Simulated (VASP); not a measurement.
# BN: geometry relaxation (part 2 of 3)

Continued. System: BN (P6₃/mmc, 4 atoms in the cell). Method: Kohn-Sham DFT of a periodic cell, r2SCAN with rVV10, VASP PAW PBE potentials, recommended, no spin polarisation (VASP 6.6.1); cutoff 600 eV, 12×12×4 k-mesh, Gaussian smearing of 0.02 eV. The structure derives from an entry of the Crystallography Open Database.

Geometry of the input (Å; fractional positions):
```
2.5400  0.0000  0.0000
-1.2700  2.1997  0.0000
0.0000  0.0000  6.5980
B  0.3333  0.6667  0.2500
B  0.6667  0.3333  0.7500
N  0.3333  0.6667  0.7500
N  0.6667  0.3333  0.2500
```

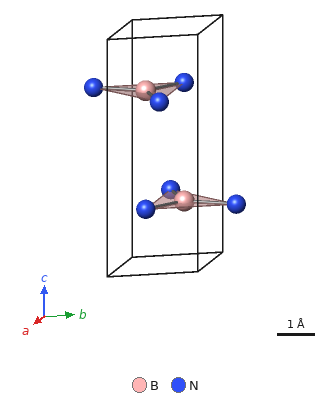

**Figure 1.** The structure as given in the input (polyhedral view of the cell of the calculation, seen slightly off an axis; polyhedra are completed across the faces of the cell).

## Parts of OUTCAR, continued
```
 Subroutine GETGRP returns: Found 24 space group operations
 (whereof 12 operations were pure point group operations)
 out of a pool of 24 trial point group operations.

The static configuration has the point symmetry D_3d.
 The point group associated with its full space group is D_6h.

Analysis of symmetry for dynamics (positions and initial velocities):
=====================================================================
 Subroutine PRICEL returns:
 Original cell was already a primitive cell.

 Routine SETGRP: Setting up the symmetry group for a
 hexagonal supercell.

 Subroutine GETGRP returns: Found 24 space group operations
 (whereof 12 operations were pure point group operations)
 out of a pool of 24 trial point group operations.

The dynamic configuration has the point symmetry D_3d.
 The point group associated with its full space group is D_6h.

 Subroutine INISYM returns: Found 24 space group operations
 (whereof 12 operations are pure point group operations),
 and found     1 'primitive' translations

----------------------------------------------------------------------------------------

                                     Primitive cell

  volume of cell :      36.8647

  direct lattice vectors                    reciprocal lattice vectors
     2.540000000  0.000000000  0.000000000     0.393700787  0.227303255  0.000000000
    -1.270000000  2.199704530  0.000000000     0.000000000  0.454606510  0.000000000
     0.000000000  0.000000000  6.598000000     0.000000000  0.000000000  0.151561079

  length of vectors
     2.540000000  2.540000004  6.598000000     0.454606511  0.454606510  0.151561079

  position of ions in fractional coordinates (direct lattice)
     0.333333330  0.666666670  0.250000000
     0.666666670  0.333333330  0.750000000
     0.333333330  0.666666670  0.750000000
     0.666666670  0.333333330  0.250000000

  ion indices of the primitive-cell ions
   primitive index   ion index
                 1           1
                 2           2
                 3           3
                 4           4

----------------------------------------------------------------------------------------

 KPOINTS: regular mesh

Automatic generation of k-mesh.
 Grid dimensions read from file:
 generate k-points for:   12   12    4

 Generating k-lattice:

  Cartesian coordinates                     Fractional coordinates (reciprocal lattice)
     0.032808399  0.018941938  0.000000000     0.083333333  0.000000000  0.000000000
     0.000000000  0.037883876  0.000000000     0.000000000  0.083333333  0.000000000
     0.000000000  0.000000000  0.037890270     0.000000000  0.000000000  0.250000000

  Length of vectors
     0.037883876  0.037883876  0.037890270

  Shift w.r.t. Gamma in fractional coordinates (k-lattice)
     0.000000000  0.000000000  0.000000000

 Subroutine IBZKPT returns following result:
 ===========================================

 Found     57 irreducible k-points:

 Following reciprocal coordinates:
            Coordinates               Weight
  0.000000  0.000000  0.000000      1.000000
  0.083333 -0.000000  0.000000      6.000000
  0.166667 -0.000000  0.000000      6.000000
  0.250000  0.000000  0.000000      6.000000
  0.333333  0.000000  0.000000      6.000000
  0.416667  0.000000  0.000000      6.000000
  0.500000  0.000000  0.000000      3.000000
  0.083333  0.083333  0.000000      6.000000
  0.166667  0.083333  0.000000     12.000000
  0.250000  0.083333  0.000000     12.000000
  0.333333  0.083333  0.000000     12.000000
  0.416667  0.083333  0.000000     12.000000
  0.166667  0.166667  0.000000      6.000000
  0.250000  0.166667  0.000000     12.000000
  0.333333  0.166667  0.000000     12.000000
  0.416667  0.166667  0.000000      6.000000
  0.250000  0.250000  0.000000      6.000000
  0.333333  0.250000  0.000000     12.000000
  0.333333  0.333333  0.000000      2.000000
  0.000000  0.000000  0.250000      2.000000
  0.083333 -0.000000  0.250000     12.000000
  0.166667 -0.000000  0.250000     12.000000
  0.250000  0.000000  0.250000     12.000000
  0.333333  0.000000  0.250000     12.000000
 [... further k-points ...]
   k-points           NKPTS =     57   k-points in BZ     NKDIM =     57   number of bands    NBANDS=     12
   number of dos      NEDOS =    301   number of ions     NIONS =      4
   total plane-waves  NPLWV =  21600
   dimension x,y,z NGX =    20 NGY =   20 NGZ =   54
   dimension x,y,z NGXF=    40 NGYF=   40 NGZF=  108
   ions per type =               2   2
   NGX,Y,Z   is equivalent  to a cutoff of  13.09, 13.09, 13.61 a.u.
   NGXF,Y,Z  is equivalent  to a cutoff of  26.18, 26.18, 27.21 a.u.
 SYSTEM =  BN
   PREC   = accura    normal or accurate (medium, high low for compatibility)
   ISTART =      0    job   : 0-new  1-cont  2-samecut
   ICHARG =      2    charge: 1-file 2-atom 10-const
   ISPIN  =      1    spin polarized calculation?
   LNONCOLLINEAR =      F non collinear calculations
   LSORBIT =      F    spin-orbit coupling
   LASPH  =      T    aspherical Exc in radial PAW
   ENCUT  =  600.0 eV  44.10 Ry    6.64 a.u.   5.07  5.07 13.18*2*pi/ulx,y,z
   NELM   =     80;   NELMIN=  2; NELMDL= -5     # of ELM steps
   EDIFF  = 0.1E-06   stopping-criterion for ELM
   LREAL  =      F    real-space projection
   EDIFFG = -.5E-02   stopping-criterion for IOM
   NSW    =     90    number of steps for IOM
   IBRION =      2    ionic relax: 0-MD 1-quasi-New 2-CG
   NFREE  =      1    steps in history (QN), initial steepest desc. (CG)
   ISIF   =      3    stress and relaxation
   ISYM   =      2    0-nonsym 1-usesym 2-fastsym
   POTIM  = 0.5000    time-step for ionic-motion
   TEBEG  =    0.0;   TEEND  =   0.0 temperature during run
   PSTRESS=    0.0 pullay stress
   NELECT =      16.0000    total number of electrons
   NUPDOWN=      -1.0000    fix difference up-down
   EMIN   =  10.00;   EMAX   =-10.00  energy-range for DOS
   EFERMI =   0.00;   METHOD = LEGACY
   ISMEAR =     0;   SIGMA  =   0.02  broadening in eV -4-tet -1-fermi 0-gaus
   EFERMI_NEDOS =   21; number of points for ismear=-14 and -15
   IALGO  =     38    algorithm
   IMIX   =      4    mixing-type and parameters
     AMIX     =   0.40;   BMIX     =  1.00
     AMIX_MAG =   1.60;   BMIX_MAG =  1.00
  volume/ion in A,a.u.               =       9.22        62.19
  Fermi-wavevector in a.u.,A,eV,Ry     =   1.239495  2.342305 20.903274  1.536347
  Thomas-Fermi vector in A             =   2.373976
   LORBIT       =      0    0 simple, 1 ext, 2 COOP (PROOUT), +10 PAW based schemes
   METAGGA = R2SCAN    functional components
   LHFCALC =     F    Hartree Fock is set to
   AEXX    =    0.0000 exact exchange contribution
   IVDW_NL    =     2    kernel type
   BPARAM     =11.9500
   IVDW    =     0    specifies the selected vdW correction
   LEPSILON=     F    determine dielectric tensor
   LRPA    =     F    only Hartree local field effects (RPA)
 conjugate gradient relaxation of ions
 non-spin polarized calculation
 Gauss-broadening in eV      SIGMA  =   0.02
  energy-cutoff  :      600.00
  volume of cell :       36.86
 maximum number of plane-waves:      1250
   NGX = 11   NGY = 11   NGZ = 27

--------------------------------------- Ionic step        1  -------------------------------------------

 number of electron      16.0000000 magnetization

 Free energy of the ion-electron system (eV)
  ---------------------------------------------------
  ext. energy  EPLUGINS =         0.00000000
  ---------------------------------------------------
  free energy    TOTEN  =       -38.19532372 eV

  energy without entropy =      -38.19532372  energy(sigma->0) =      -38.19532372

------------------------ aborting loop because EDIFF is reached ----------------------------------------

  FORCE on cell =-STRESS in cart. coord.  units (eV):
  Direction    XX          YY          ZZ          XY          YZ          ZX
  --------------------------------------------------------------------------------------
  -------------------------------------------------------------------------------------
  Total       -3.5944851     -3.5944851     -0.1369030      0.0000000      0.0000000      0.0000000
  in kB     -156.2200925   -156.2200931     -5.9499498      0.0000000      0.0000000      0.0000000
  external PRESSURE =    -106.1300452 kB  Pullay stress =       0.0000000 kB

 VOLUME and BASIS-vectors are now :
 -----------------------------------------------------------------------------
  energy-cutoff  :      600.00
  volume of cell :       36.86
      direct lattice vectors                 reciprocal lattice vectors
     2.540000000  0.000000000  0.000000000     0.393700787  0.227303255  0.000000000
    -1.270000000  2.199704530  0.000000000     0.000000000  0.454606510  0.000000000
     0.000000000  0.000000000  6.598000000     0.000000000  0.000000000  0.151561079

 POSITION                                       TOTAL-FORCE (eV/Angst)
 -----------------------------------------------------------------------------------
     -0.00000      1.46647      1.64950         0.000000     -0.000000      0.000000
      1.27000      0.73323      4.94850        -0.000000      0.000000      0.000000
     -0.00000      1.46647      4.94850        -0.000000      0.000000      0.000000
      1.27000      0.73323      1.64950         0.000000     -0.000000      0.000000
 -----------------------------------------------------------------------------------
    total drift:                               -0.000002      0.000001      0.000000

  FREE ENERGIE OF THE ION-ELECTRON SYSTEM (eV)
  ---------------------------------------------------
  free  energy   TOTEN  =       -38.1953237210 eV

  energy  without entropy=      -38.1953237210  energy(sigma->0) =      -38.19532372

--------------------------------------- Ionic step        2  -------------------------------------------

 number of electron      16.0000000 magnetization

------------------------ aborting loop because EDIFF is reached ----------------------------------------

  FORCE on cell =-STRESS in cart. coord.  units (eV):
  Direction    XX          YY          ZZ          XY          YZ          ZX
  --------------------------------------------------------------------------------------
  -------------------------------------------------------------------------------------
  Total        7.8329757      7.8329757     -0.1198122     -0.0000000      0.0000000     -0.0000000
  in kB      372.5977337    372.5977350     -5.6992099     -0.0000000      0.0000000     -0.0000000
  external PRESSURE =     246.4987529 kB  Pullay stress =       0.0000000 kB

 VOLUME and BASIS-vectors are now :
 -----------------------------------------------------------------------------
  energy-cutoff  :      600.00
  volume of cell :       33.68
      direct lattice vectors                 reciprocal lattice vectors
     2.429886237  0.000000000  0.000000000     0.411541900  0.237603827 -0.000000000
    -1.214943119  2.104343214  0.000000000     0.000000000  0.475207653 -0.000000000
     0.000000000  0.000000000  6.587105768     0.000000000 -0.000000000  0.151811742

 POSITION                                       TOTAL-FORCE (eV/Angst)
 -----------------------------------------------------------------------------------
     -0.00000      1.40290      1.64678         0.000000     -0.000000      0.000000
      1.21494      0.70145      4.94033        -0.000000     -0.000000      0.000000
     -0.00000      1.40290      4.94033        -0.000000      0.000000      0.000000
      1.21494      0.70145      1.64678         0.000000      0.000000      0.000000
 -----------------------------------------------------------------------------------
    total drift:                               -0.000002      0.000001      0.000000

  FREE ENERGIE OF THE ION-ELECTRON SYSTEM (eV)
  ---------------------------------------------------
  free  energy   TOTEN  =       -38.0251977156 eV

  energy  without entropy=      -38.0251977156  energy(sigma->0) =      -38.02519772

--------------------------------------- Ionic step        3  -------------------------------------------

 number of electron      15.9999998 magnetization

------------------------ aborting loop because EDIFF is reached ----------------------------------------

  FORCE on cell =-STRESS in cart. coord.  units (eV):
  Direction    XX          YY          ZZ          XY          YZ          ZX
  --------------------------------------------------------------------------------------
  -------------------------------------------------------------------------------------
  Total       -0.1031335     -0.1031335     -0.1287147      0.0000000     -0.0000000      0.0000000
  in kB       -4.6170150     -4.6170150     -5.7622204      0.0000000     -0.0000000      0.0000000
  external PRESSURE =      -4.9987501 kB  Pullay stress =       0.0000000 kB

 VOLUME and BASIS-vectors are now :
 -----------------------------------------------------------------------------
  energy-cutoff  :      600.00
  volume of cell :       35.79
      direct lattice vectors                 reciprocal lattice vectors
     2.503354563  0.000000000  0.000000000     0.399463989  0.230630641 -0.000000000
    -1.251677282  2.167968651  0.000000000     0.000000000  0.461261282 -0.000000000
     0.000000000  0.000000000  6.594374442     0.000000000 -0.000000000  0.151644407

 POSITION                                       TOTAL-FORCE (eV/Angst)
 -----------------------------------------------------------------------------------
     -0.00000      1.44531      1.64859        -0.000000     -0.000000      0.000000
      1.25168      0.72266      4.94578         0.000000      0.000000      0.000000
     -0.00000      1.44531      4.94578         0.000000      0.000000      0.000000
      1.25168      0.72266      1.64859        -0.000000      0.000000      0.000000
 -----------------------------------------------------------------------------------
    total drift:                               -0.000002      0.000001      0.000000

  FREE ENERGIE OF THE ION-ELECTRON SYSTEM (eV)
  ---------------------------------------------------
  free  energy   TOTEN  =       -38.2498097357 eV

  energy  without entropy=      -38.2498097357  energy(sigma->0) =      -38.24980974

[... ionic steps 4 to 9 ...]

--------------------------------------- Ionic step       10  -------------------------------------------

 number of electron      15.9999998 magnetization

------------------------ aborting loop because EDIFF is reached ----------------------------------------

  FORCE on cell =-STRESS in cart. coord.  units (eV):
  Direction    XX          YY          ZZ          XY          YZ          ZX
  --------------------------------------------------------------------------------------
  -------------------------------------------------------------------------------------
  Total       -0.0501465     -0.0501465     -0.0502957      0.0000000     -0.0000000      0.0000000
  in kB       -2.2689394     -2.2689394     -2.2756901      0.0000000     -0.0000000      0.0000000
  external PRESSURE =      -2.2711896 kB  Pullay stress =       0.0000000 kB

 VOLUME and BASIS-vectors are now :
```
